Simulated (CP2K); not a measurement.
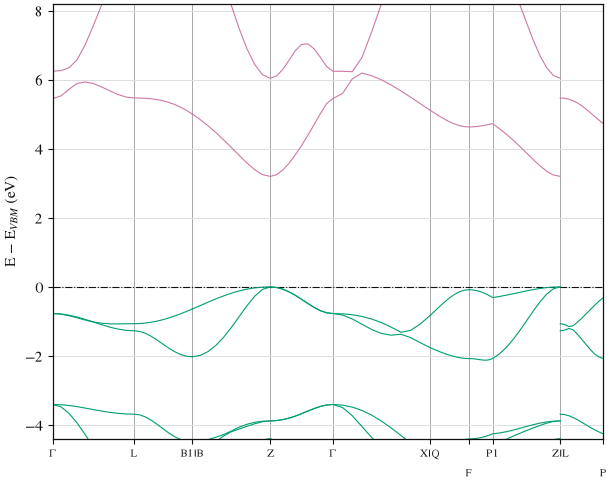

Band structure. Energies are counted from the top of the valence band.

**Which Bravais lattice do the labels of the path belong to?**

A rhombohedral lattice: the path Γ–L–B1|B–Z–Γ–X|Q–F–P1–Z|L–P runs through the special points of its Brillouin zone.

System: MgO₂, space group R-3m, 3 atoms in the primitive cell.

Space group R-3m:H (No. 166). a = 3.210 Å, b = 3.210 Å, c = 10.482 Å, α = 90.00°, β = 90.00°, γ = 120.00°
```csv
atom,site,symmetry,x,y,z
Mg,3a,-3m,0.0000,0.0000,0.0000
O,6c,3m,0.3333,0.6667,0.0955
```

Method: TB-mBJ, POTENTIAL_UZH Mg GTH-PBE-q10, O GTH-PBE-q6; TZVP-MOLOPT-PBE-GTH basis, no spin polarisation, no spin-orbit coupling, 10×10×10 k mesh, Fermi-Dirac smearing of 0.05 eV (CP2K 2026.2).

**Is there a gap? Give its size, its kind and where the band edges lie.**

A wide-gap semiconductor or insulator. The gap along this path is 3.20 eV and direct: both edges lie at Z. At F the top valence band lies only 0.08 eV lower.

**How many bands meet at the valence-band top?**

Two bands meet at the valence-band top at Z: it is doubly degenerate (spin aside).

This is a model potential without an energy functional, so only levels have meaning. The potentials were made for another functional. The basis of atomic orbitals isn't converged, which shifts gaps and empty levels. With pseudopotentials the parameter c of TB-mBJ lacks the core density, which can leave the gap too small. The cell comes from a database of computed structures, and whether it is the stable form of this composition wasn't checked. In reduced coordinates of the cell that was run, L is (0.5, 0, 0), B1 is (0.5, 0.214, −0.214), B is (0.786, 0.5, 0.214), Z is (0.5, 0.5, 0.5), X is (0.357, 0, −0.357), Q is (0.643, 0.357, 0), F is (0.5, 0.5, 0), P1 is (0.643, 0.643, 0.214) and P is (0.786, 0.357, 0.357).
